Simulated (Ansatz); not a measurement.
The calculation's input:

```
crystal:
  lattice:
    - [3.1840155185, 0.0, 0.0]
    - [-1.5920077592, 2.757438325, 0.0]
    - [0.0, 0.0, 28.3873198]
  atoms:
    - { symbol: Mo, position: [0.3333333333, 0.6666666667, 0.22816477] }
    - { symbol: Mo, position: [0.3333333333, 0.6666666667, 0.77183523] }
    - { symbol: Mo, position: [0.6666666667, 0.3333333333, 0.0] }
    - { symbol: S, position: [0.6666666667, 0.3333333333, 0.17349309] }
    - { symbol: S, position: [0.6666666667, 0.3333333333, 0.71718751] }
    - { symbol: S, position: [0.3333333333, 0.6666666667, 0.94533412] }
    - { symbol: S, position: [0.6666666667, 0.3333333333, 0.28281249] }
    - { symbol: S, position: [0.6666666667, 0.3333333333, 0.82650691] }
    - { symbol: S, position: [0.3333333333, 0.6666666667, 0.05466588] }
hamiltonian:
  xc: lda
  pseudopotentials: { kind: paw }
kpoints:
  mp_grid: { grid: [10, 10, 1] }
  band_path:
    path:
      - [[0.0, 0.0, 0.0], [0.5, 0.0, 0.0], [0.3333333333, 0.3333333333, 0.0], [0.0, 0.0, 0.0], [0.0, 0.0, 0.5], [0.5, 0.0, 0.5], [0.3333333333, 0.3333333333, 0.5], [0.0, 0.0, 0.5]]
      - [[0.5, 0.0, 0.5], [0.5, 0.0, 0.0]]
      - [[0.3333333333, 0.3333333333, 0.0], [0.3333333333, 0.3333333333, 0.5]]
    npoints: 10
scf:
  occupations: { method: fermi_dirac, width: 0.05 }
  n_extra_bands: 22
output:
  forces: true
  stress: true
  eigenvalues: true
  fatbands: true
  write_density: true
  write_potential: true
  elf: true
  volumetric_format: npy
```

Command:

```sh
ansatz run input.yaml --threads 4 --pin off --max-ram 11264MiB --backend cpu --events-out ev --progress --plain --runs-dir out
```

Below, planes, directions and counts refer to the conventional cell (a = 3.18 Å, b = 3.18 Å, c = 28.39 Å, α = 90.00°, β = 90.00°, γ = 120.00°).

Space group P-6m2; a structure from a database of computed crystals, not necessarily the ambient phase; not relaxed (largest force 0.4 eV/Å); computed pressure about −4 GPa in this cell.

Computed with Kohn-Sham DFT of a periodic cell, LDA, Ansatz PAW (Ansatz 0.2.0).

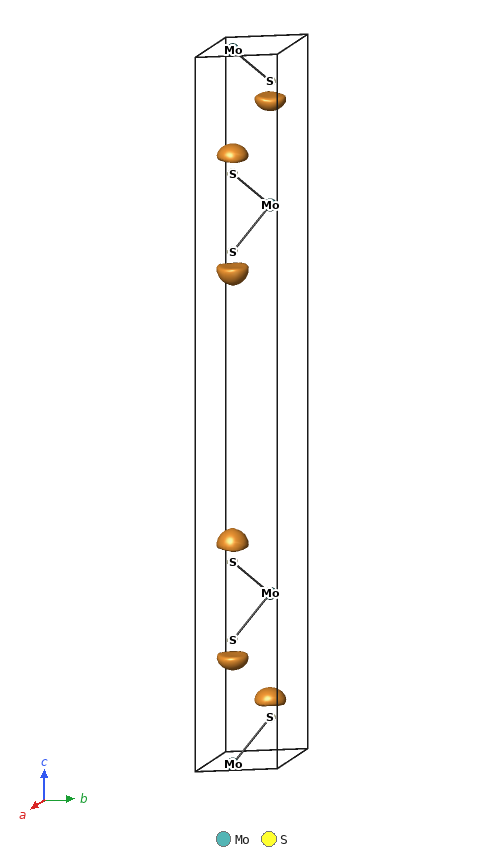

MoS2. Isosurface of the ELF at 0.9 (orange), seen slightly off an axis. Only the valence region is drawn (cores and ρ < 0.01 e/Å³ removed). Sticks mark near contacts.

In a PAW calculation such maps are meaningful between the atoms, not at the nuclei.

Identify the bonds, lone pairs and shells in this picture.

The surface consists of six lobes on S, pointing away from the bonds (lone pairs), counted in one cell of 9 atoms. Any copies at cell faces, edges or corners count once.

Values along the shortest contacts:
Mo–S (2.41 Å): the ELF peaks at about 0.85 in the valence shell of S, 0.8 Å from its nucleus, and is about 0.45 at the midpoint.

Metal or insulator at this level of theory?

It is gapped, with a Kohn–Sham gap of 1.3 eV on the k-point mesh, an upper bound to the gap of this method.
